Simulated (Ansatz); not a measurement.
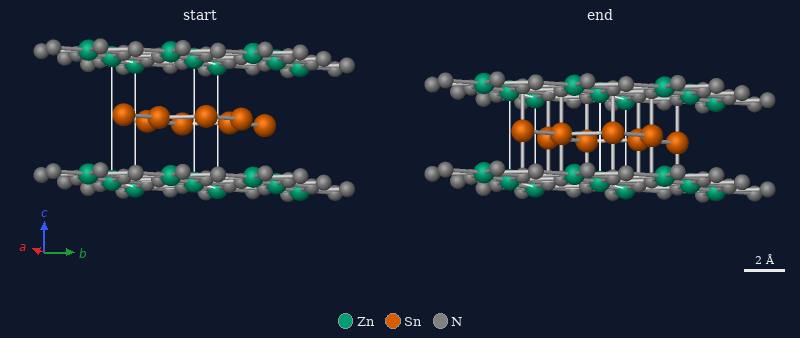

The structure of crystalline ZnSn₂N₂ (a generated structure, set up in P6/mmm) (coarse preliminary run) before (left) and after (right) a relaxation, at one scale.

A ball-and-stick model of the cell of the calculation, repeated 2 × 2 × 1 with one cell outlined, seen from a free direction.

Computed with DFT PBE, scalar-relativistic, plane waves, PAW (Ansatz).

Input
```yaml
crystal:
  lattice:
    - [4.28944035, 0.0, 0.0]
    - [-2.14472017, 3.71476431, 0.0]
    - [0.0, 0.0, 6.27517816]
  atoms:
    - { symbol: Zn, position: [0.0, 0.0, 0.0] }
    - { symbol: Sn, position: [0.33333333, 0.66666667, 0.5] }
    - { symbol: Sn, position: [0.66666667, 0.33333333, 0.5] }
    - { symbol: "N", position: [0.33333333, 0.66666667, 0.0] }
    - { symbol: "N", position: [0.66666667, 0.33333333, 0.0] }
basis:
  ecutwfc: 420
kpoints:
  mp_grid: { grid: [6, 6, 4] }
hamiltonian:
  xc: pbe
scf:
  occupations: { method: gaussian, width: 0.1 }
  lower_state_search: "off"
output:
  forces: true
  stress: true
  eigenvalues: true
relax:
  adjacent_minimum: "off"
  f_tol: 0.04
  max_steps: 70
  cell: { stress_tol: 0.4 }
```

Launched with:
```bash
ansatz run input.yaml --threads 1 --pin off --max-ram 2560MiB --backend cpu --events-out ev --progress --plain --runs-dir out
```

**Summarise the run.**

The atoms keep their places relative to the cell (all moves are under 0.005 Å). The drawn cell changes as follows: a = b 4.289 → 4.707 Å (+9.7 %), c 6.275 → 4.522 Å (−27.9 %); the volume changes by −13.2 %. Near-neighbour distances that change, for instance: Sn2–N4 3.138 → 2.261 Å, Sn2–Sn3 2.477 → 2.717 Å, Zn1–N4 2.477 → 2.717 Å. New bonds form, among them: Sn2–N4 (3.14 → 2.26 Å), Sn3–N5 (3.14 → 2.26 Å). The space group stays P6/mmm (No. 191). The energy falls by 590 meV per atom in 9 accepted moves (11 points after the start). All forces vanish by symmetry, so only the cell relaxes. Pressure: 2.42 GPa at the start and 0.11 GPa at the end. The SCF was repeated twice at an unchanged geometry on a basis and grid sized afresh for the cell, which shifted the energy by 5.2 meV per atom at most. Cost: 69 s on 1 thread of Arm Neoverse V1 (shared host), peak memory 0.39 GiB.
